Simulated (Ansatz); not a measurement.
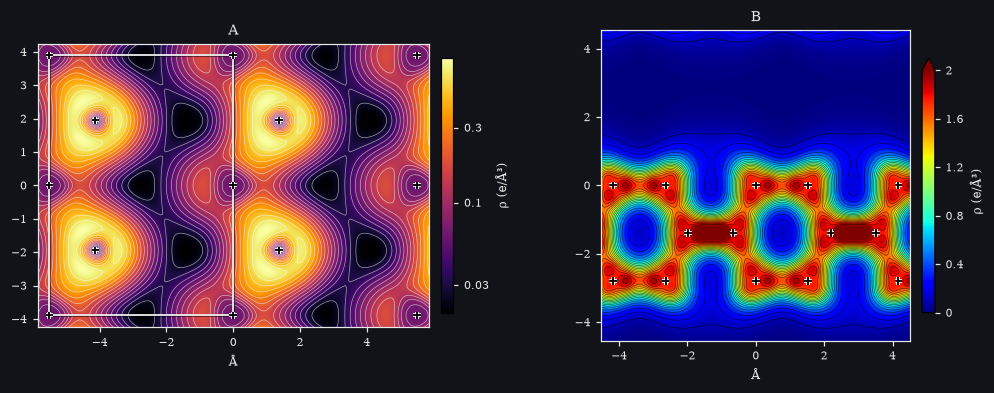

The valence pseudo-density of 2 systems, each on a plane through atoms (crosses mark nuclei in the plane).

All numbers below come from DFT PBE, scalar-relativistic, plane waves, PAW in Ansatz 0.2.0.

System 1: C, the (010) plane of the standardised cell. Space group Pm; not relaxed (largest force 0.8 eV/Å).

System 2: AlP, the (101) plane of the conventional cell. Space group F-43m.

```xyz
8
Lattice="5.5068 0.0000 0.0000 0.0000 0.0000 -5.5068 0.0000 5.5068 0.0000" Properties=species:S:1:pos:R:3 pbc="T T T"
Al    2.7534    0.0000   -2.7534
Al    0.0000    2.7534   -2.7534
Al    0.0000    0.0000    0.0000
Al    2.7534    2.7534    0.0000
P     1.3767    1.3767   -4.1301
P     4.1301    4.1301   -4.1301
P     4.1301    1.3767   -1.3767
P     1.3767    4.1301   -1.3767
```

### Which map belongs to which system?

Panel A is system 2, AlP: the plane holds Al and P. Al–P (2.38 Å): ρ is about 0.51 e/Å³ halfway. Panel B is system 1, C: the plane holds C. C–C (1.33 Å): ρ at the midpoint is about 2.4 e/Å³.
